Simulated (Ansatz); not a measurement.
Consider Ag.

The calculation's input:

```
crystal:
  lattice:
    - [2.7077084591, 0.0, 0.0]
    - [0.0, 2.7077084591, 0.0]
    - [0.0, 0.0, 2.7077084591]
  atoms:
    - { symbol: Ag, position: [0.5, 0.5, 0.5] }
basis:
  ecutwfc: 420
kpoints:
  mp_grid: { grid: [20, 20, 20] }
hamiltonian:
  xc: pbe
  dispersion: d3bj
scf:
  occupations: { method: gaussian, width: 0.1 }
output:
  forces: true
  stress: true
  eigenvalues: true
  write_density: true
  write_potential: true
  elf: true
  volumetric_format: npy
relax:
  adjacent_minimum: "off"
  f_tol: 0.01
  max_steps: 80
  cell: { stress_tol: 0.05 }
```

Run with:

```sh
ansatz run input.yaml --threads 1 --pin off --max-ram 2560MiB --backend cpu --events-out ev --progress --plain --runs-dir out
```

Below, planes, directions and counts refer to the conventional cell (a = 2.70 Å, b = 2.70 Å, c = 2.70 Å, α = 90.00°, β = 90.00°, γ = 90.00°).

The fields are those of the run's last geometry, not of the input's.

Space group Pm-3m; a structure generated by program, which may or may not match a known phase; computed without spin polarisation.

The calculation used Ansatz 0.2.0, DFT PBE+D3(BJ), scalar-relativistic, plane waves, PAW.

### What will maps of the valence pseudo-density and electron localisation function show?

Ag–Ag (2.70 Å): ρ is about 0.29 e/Å³ halfway; the ELF is about 0.15 at the midpoint: no localised pair shows between them.

### Metal or insulator at this level of theory?

It is gapless in this calculation (a metal or semimetal).

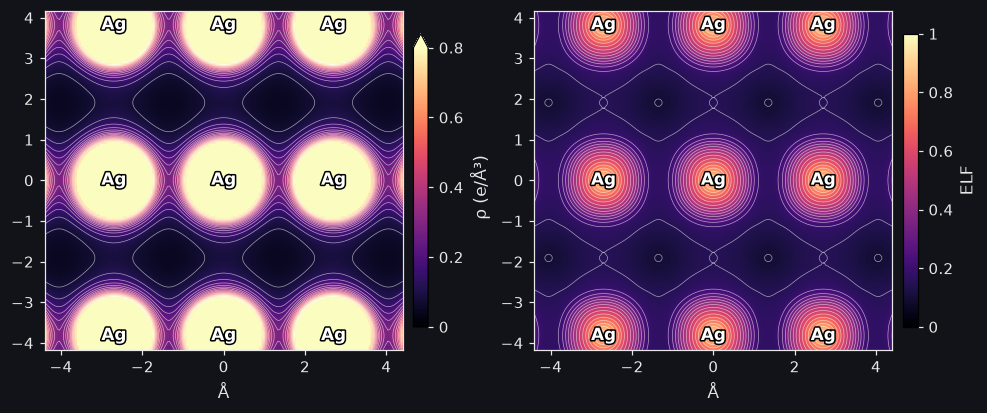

Computed valence pseudo-density and electron localisation function on the (011) plane of the conventional cell, in this order. 

The density is the valence pseudo-density of a PAW calculation; it isn't the true density close to the nuclei.
